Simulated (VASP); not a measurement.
System FeO (space group R-3m, No. 166); source of the atomic positions: an entry of the Crystallography Open Database, as set up for an electronic-structure calculation.

```cif
data_structure
_symmetry_space_group_name_H-M 'R-3m:H'
_symmetry_Int_Tables_number 166
_cell_length_a 3.0376
_cell_length_b 3.0376
_cell_length_c 7.5587
_cell_angle_alpha 90.000
_cell_angle_beta 90.000
_cell_angle_gamma 120.000
_cell_volume 60.40
loop_
_atom_site_label
_atom_site_type_symbol
_atom_site_symmetry_multiplicity
_atom_site_Wyckoff_symbol
_atom_site_fract_x
_atom_site_fract_y
_atom_site_fract_z
_atom_site_occupancy
Fe1 Fe 3 a 0.00000 0.00000 0.00000 1
O1 O 3 b 0.33333 0.66667 0.16667 1
```

Describe the stacking along c, with columns A (0, 0), B (1/3, 2/3), C (2/3, 1/3) of the hexagonal mesh.

Fe(A) – O(B) – Fe(C) – O(A) – Fe(B) – O(C) (six layers in 7.56 Å).

O layers alone: BAC, the cubic close-packed type.

Fe: three octahedral sites in each hexagonal cell.

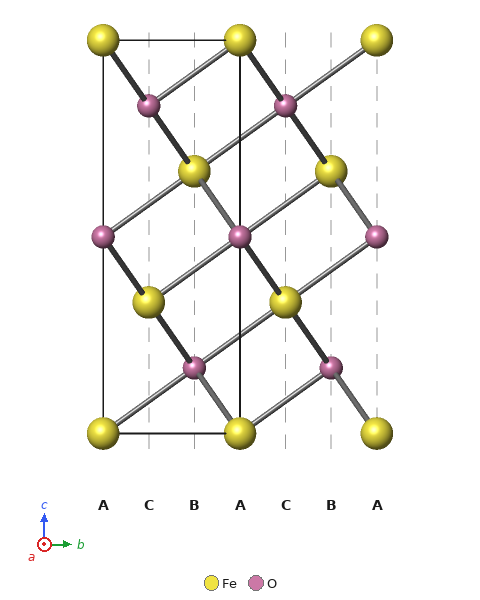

The picture looks along a close-packed row of the hexagonal mesh; c points upwards. The dashed lines mark the three columns A (0, 0), B (1/3, 2/3) and C (2/3, 1/3). The sequence starts with the first layer at or above the cell's origin.
